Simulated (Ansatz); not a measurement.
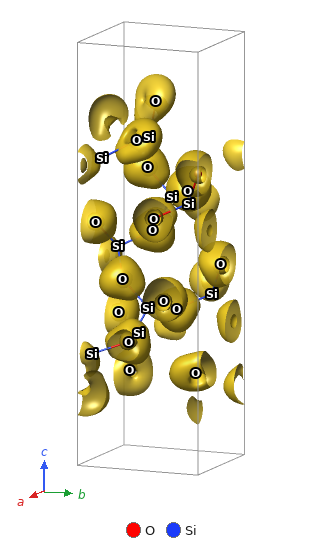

Figure 1: Si7O16 (slab). Isosurface of the electron localisation function at 0.7 (yellow), seen slightly off an axis. Core shells and regions of very low density are left out. Sticks mark near contacts.

Theory: Ansatz, DFT PBEsol, scalar-relativistic, plane waves, PAW.

In a PAW calculation such maps are meaningful between the atoms, not at the nuclei.

Input file:

```
crystal:
  lattice:
    - [4.9475710459, 0.0, 0.0]
    - [-0.0001016239, 5.440497915, 0.0]
    - [0.0, 0.0, 25.8577487424]
  atoms:
    - { symbol: O, position: [0.2210330255, 0.2854647028, 0.2900484522] }
    - { symbol: O, position: [0.8398223354, 0.9521083233, 0.3101941215] }
    - { symbol: Si, position: [0.0297415852, 0.1666758789, 0.3342980534] }
    - { symbol: O, position: [0.8397901204, 0.3812140352, 0.3584012709] }
    - { symbol: O, position: [0.2210434193, 0.0479096974, 0.3785483835] }
    - { symbol: O, position: [0.4392498331, 0.6188076915, 0.4026475034] }
    - { symbol: Si, position: [0.7351662409, 0.5000124881, 0.4122230233] }
    - { symbol: Si, position: [0.2351770842, 0.833345608, 0.4220707112] }
    - { symbol: O, position: [0.9392498069, 0.7145550066, 0.4316423943] }
    - { symbol: O, position: [0.7210147045, 0.2854731959, 0.4557500343] }
    - { symbol: O, position: [0.3398040144, 0.9521168163, 0.4758957036] }
    - { symbol: Si, position: [0.5297232641, 0.166684372, 0.4999996355] }
    - { symbol: O, position: [0.3397717993, 0.3812225283, 0.524102853] }
    - { symbol: O, position: [0.7210250983, 0.0479181905, 0.5442499657] }
    - { symbol: O, position: [0.939231512, 0.6188161846, 0.5683490855] }
    - { symbol: Si, position: [0.2351479199, 0.5000209812, 0.5779246054] }
    - { symbol: Si, position: [0.7351587632, 0.833354101, 0.5877722934] }
    - { symbol: O, position: [0.4392314859, 0.7145634997, 0.5973439764] }
    - { symbol: O, position: [0.2209963834, 0.2854816889, 0.6214516165] }
    - { symbol: O, position: [0.8397856933, 0.9521253094, 0.6415972858] }
    - { symbol: Si, position: [0.0297049431, 0.166692865, 0.6657012176] }
    - { symbol: O, position: [0.8397534783, 0.3812310214, 0.6898044352] }
    - { symbol: O, position: [0.2210067772, 0.0479266835, 0.7099515478] }
basis:
  ecutwfc: 420
kpoints:
  mp_grid: { grid: [6, 5, 1] }
hamiltonian:
  xc: pbesol
scf:
  occupations: { method: gaussian, width: 0.05 }
output:
  forces: true
  eigenvalues: true
  write_density: true
  write_potential: true
  elf: true
  volumetric_format: npy
relax:
  adjacent_minimum: "off"
  f_tol: 0.02
  max_steps: 60
efield:
  axis: 3
  dipole_correction: true
  ramp_width: 0.04
```

Run with:

```sh
ansatz run input.yaml --threads 2 --pin off --max-ram 5120MiB --backend cpu --events-out ev --progress --plain --runs-dir out
```

The fields are those of the relaxed geometry.

Describe the localisation domains.

Answer. At this value the surface marks out 14 regions on O in which the atom's valence shell and bonds are merged and two regions wrapped around O (the valence shell of each), counted in one cell of 23 atoms. Counts are for one cell; the picture repeats the cell along the surface.

Values along the shortest contacts:
Si–O (1.61 Å): the ELF peaks at about 0.85 between the atoms; a polar covalent bond.

Metal or insulator at this level of theory?

Answer. It is gapped, with a Kohn–Sham gap of 2.8 eV on the k-point mesh, an upper bound to the gap of this method.
